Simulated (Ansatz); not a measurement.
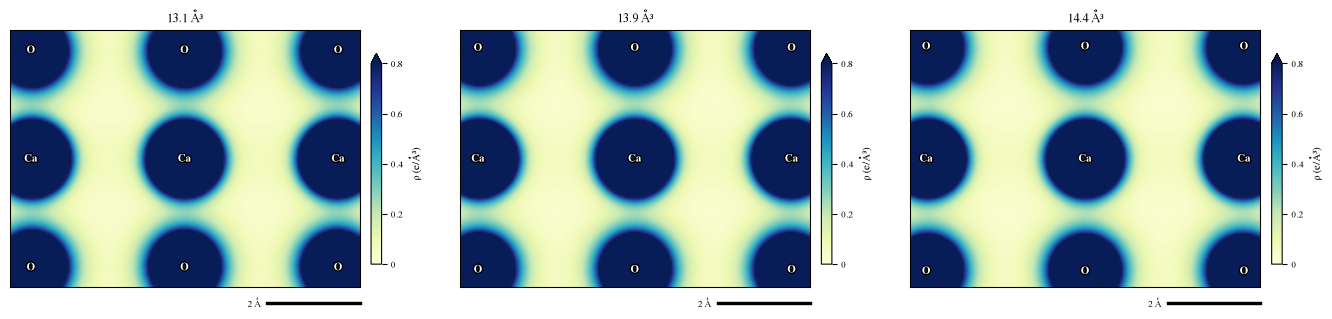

CaO. The valence pseudo-density of cells scaled evenly to different volumes (given per atom above each panel), on the (101̄) plane of each (indices in the axes of the cell below), at one length scale and on one colour scale.

A structure from a database of computed crystals, not necessarily the ambient phase.

Method: Kohn-Sham DFT of a periodic cell, r2SCAN with D3(BJ), Ansatz PAW in Ansatz.

In a PAW calculation such maps are meaningful between the atoms, not at the nuclei.

The largest cell:

```
Ca O
1.0
     0.00000    2.43519    2.43519
     2.43519    0.00000    2.43519
     2.43519    2.43519    0.00000
Ca O
1 1
Cartesian
  0.0000 0.0000 0.0000
  2.4352 2.4352 2.4352
```

| volume (Å³/atom) | Ca–O contact in the plane (Å) | ρ at its midpoint (e/Å³) | pressure (GPa) | gap on the mesh (eV) | 
| --- | --- | --- | --- | --- |
| 13.05 | 2.354 | 0.278 | 5.4 | 4.18 | 
| 13.89 | 2.404 | 0.250 | −2.4 | 4.20 | 
| 14.16 | 2.419 | ? | ? | ? | 
| 14.44 | 2.435 | 0.233 | −6.4 | 4.20 | 

### Estimate the missing row, and compare with the calculation.

Over the known rows ln ρ falls by 2.17 per Å of Ca–O distance (a least-squares line), which gives 0.242 e/Å³ at 2.419 Å; the calculation gives 0.241 e/Å³. For the pressure, a straight line in volume between the neighbouring rows gives −4.4 GPa; the calculation gives −4.5. For the gap on the mesh, a straight line in volume between the neighbouring rows gives 4.20 eV; the calculation gives 4.20.
